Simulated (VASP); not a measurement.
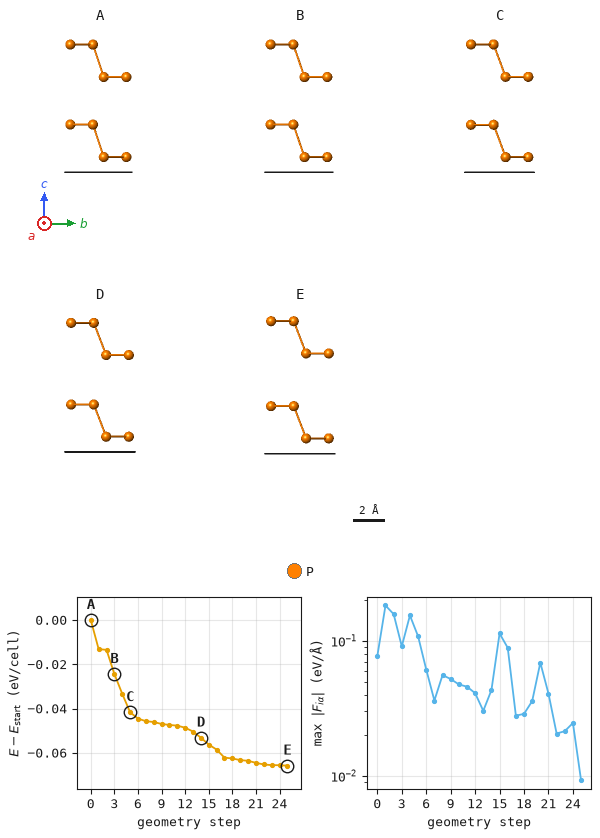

Frames of a relaxation of a slab of composition P, marked on the history of the run. A ball-and-stick model of the 2 × 1 repeat of the cell, outlined in the plane, without the vacuum, seen along the a axis.

The run lets cell and atoms move.

The calculation used Kohn-Sham DFT of a periodic cell, PBE, VASP PAW PBE potentials, recommended (VASP 6.6.1).

The input:
```
PREC = Accurate
ENCUT = 600
EDIFF = 1E-6
ISMEAR = 0
SIGMA = 0.03
LREAL = F
LASPH = T
NELM = 80
ALGO = Normal
ISIF = 3
LWAVE = F
LCHARG = F
GGA = PE
IBRION = 2
NSW = 90
EDIFFG = -0.01
LATTICE_CONSTRAINTS = .TRUE. .TRUE. .FALSE.
KPAR = 4
```

Command:
```bash
cat potpaw_PBE.64/P/POTCAR > POTCAR
mpirun -np 4 vasp_std > vasp.out
```

Question: Describe the path.

Answer: The largest moves relative to the cell and the layer's centre, 0.18 Å, are those of P atoms. In the plane the drawn cell goes a 6.633 → 6.606 Å (−0.4 %), b 4.379 → 4.586 Å (+4.7 %). Among the contacts that change: P–P 2.245 → 2.259 Å. After 25 geometry steps the energy has fallen by 65.8 meV per cell of the calculation. The largest force component goes from 0.077 to 0.0093 eV/Å. From step 0 to 3: energy −24.4 meV per cell of the calculation. From step 3 to 5: P atoms move most (0.02 Å), energy −17.3 meV per cell of the calculation. From step 5 to 14: P atoms move most (0.05 Å), energy −11.5 meV per cell of the calculation. From step 14 to 25: P atoms move most (0.11 Å), energy −12.6 meV per cell of the calculation.

```tsv
step	E − E(0), meV/atom	largest force component, eV/Å
0	0.00	0.0774
1	-1.64	0.1831
2	-1.68	0.1580
3	-3.05	0.0912
4	-4.16	0.1545
5	-5.21	0.1082
6	-5.57	0.0614
7	-5.71	0.0362
8	-5.76	0.0558
9	-5.87	0.0522
10	-5.92	0.0476
11	-5.96	0.0458
12	-6.08	0.0410
13	-6.30	0.0304
14	-6.64	0.0432
15	-7.03	0.1136
16	-7.32	0.0890
17	-7.77	0.0279
18	-7.82	0.0288
19	-7.91	0.0358
20	-7.95	0.0690
21	-8.06	0.0407
22	-8.16	0.0206
23	-8.19	0.0214
24	-8.20	0.0246
25	-8.22	0.0093
```
